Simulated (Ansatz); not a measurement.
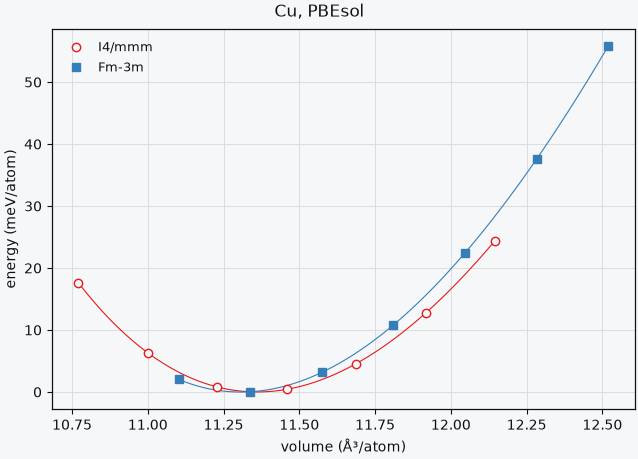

Plotted: energy against volume, with one curve for each structure, for Cu. Each energy curve has its own zero, so the curves don't rank the structures.

How it was computed, with Ansatz 0.2.0: all-electron LAPW DFT, no spin polarisation; energies at scaled volumes of the given cell, shape and fractions fixed, counted from the fit's minimum, third-order Birch-Murnaghan fit. Level: PBEsol.

| setting | value |
| --- | --- |
| k mesh | 13×13×13 |
| occupations | Fermi–Dirac |
| smearing width | 0.05 eV |
| potentials | all electron LAPW, scalar relativistic |

**Order the curves by fitted equilibrium volume, smallest first.**

Fm-3m 11.307, I4/mmm 11.361 Å³/atom.

**Order the curves by fitted bulk modulus, smallest first.**

I4/mmm 165.3, Fm-3m 168.9 GPa.

Limits of the calculation: shape and atomic fractions are frozen while scaling, which makes layered, chain and framework solids too stiff.
